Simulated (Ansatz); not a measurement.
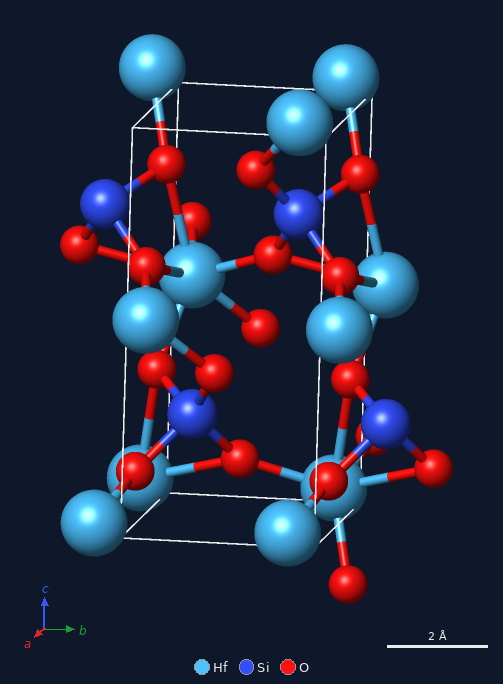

The crystal in a ball-and-stick representation, seen slightly off an axis. The parallelepiped is the conventional unit cell. Atoms of adjacent cells appear where they bond to atoms in the box.

HfSiO4, space group Pc (No. 7), a = 4.15 Å, b = 4.01 Å, c = 8.32 Å, α = 90.00°, β = 97.53°, γ = 90.00°.

Computational set-up: DFT, PBEsol, plane waves, PAW in Ansatz 0.2.0, a basis cut at 420 eV, k-points about 0.33 Å⁻¹ apart, Fermi-Dirac smearing of 0.05 eV, no spin polarisation.

### Classify it as metallic or gapped, with the value.

An insulator at this level, with a gap of 4.70 eV, indirect; the smallest direct gap is 5.07 eV.

Provenance: a structure type filled with these elements by a generator (whether the compound takes this form wasn't checked). Atoms and cell were optimised with Ansatz, DFT, PBEsol, plane waves, PAW.
